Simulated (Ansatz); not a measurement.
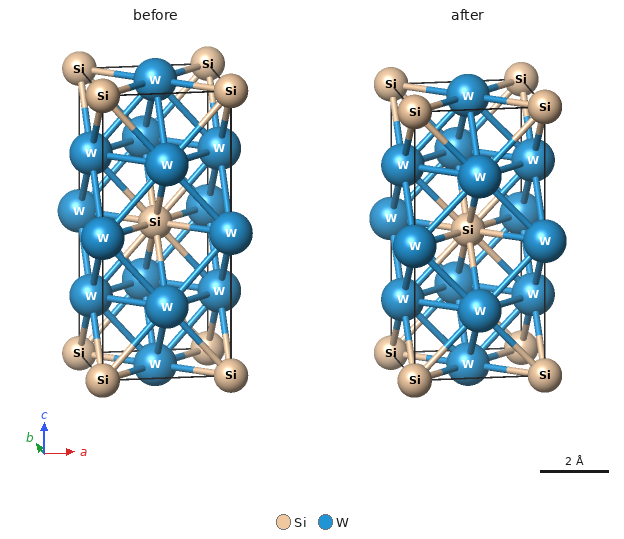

The structure of solid SiW$_{3}$ (built on the TiAl3 (D0_22)_139 type) (coarse preliminary run) before (left) and after (right) a relaxation, at one scale.

The picture is a ball-and-stick view of the conventional cell (2 times the calculation's cell), seen slightly off an axis. Lengths and directions refer to the drawn axes.

Case: TiAl3 (D0_22) type (I4/mmm, No. 139).

Computed with DFT PBE, scalar-relativistic, plane waves, PAW (Ansatz).

Input
```yaml
crystal:
  lattice:
    - [-1.9195738389, 1.9195738389, 4.2878792247]
    - [1.9195738389, -1.9195738389, 4.2878792247]
    - [1.9195738389, 1.9195738389, -4.2878792247]
  atoms:
    - { symbol: Si, position: [0.0, 0.0, 0.0] }
    - { symbol: W, position: [0.5, 0.5, 0.0] }
    - { symbol: W, position: [0.25, 0.75, 0.5] }
    - { symbol: W, position: [0.75, 0.25, 0.5] }
basis:
  ecutwfc: 420
kpoints:
  mp_grid: { grid: [6, 6, 6] }
hamiltonian:
  xc: pbe
scf:
  occupations: { method: gaussian, width: 0.1 }
  lower_state_search: "off"
output:
  forces: true
  stress: true
  eigenvalues: true
relax:
  adjacent_minimum: "off"
  f_tol: 0.04
  max_steps: 70
  cell: { stress_tol: 0.4 }
```

Launched with:
```bash
ansatz run input.yaml --threads 1 --pin off --max-ram 2560MiB --backend cpu --events-out ev --progress --plain --runs-dir out
```

Question: Describe what moved and what it gained.

Answer: The atoms keep their places relative to the cell (all moves are under 0.005 Å). Cell: a = b 3.839 → 3.897 Å (+1.5 %), c 8.576 → 8.092 Å (−5.6 %). Volume −2.8 %. Near-neighbour distances that change, for instance: Si1–W3 2.878 → 2.809 Å, W2–W3 2.878 → 2.809 Å, W3–W4 2.715 → 2.756 Å, Si1–W2 2.715 → 2.756 Å. The space group stays I4/mmm (No. 139). After 7 accepted moves (9 points after the start) the energy has fallen by 73.4 meV per cell of the calculation. All forces vanish by symmetry, so only the cell relaxes. The pressure goes from −7.41 to −0.01 GPa. The line search rejected the trial step at point 1 of the run. At 1 point the geometry stayed and the basis and grid were re-selected for the new cell (energy shift of 0.4 meV per cell of the calculation at most each time).
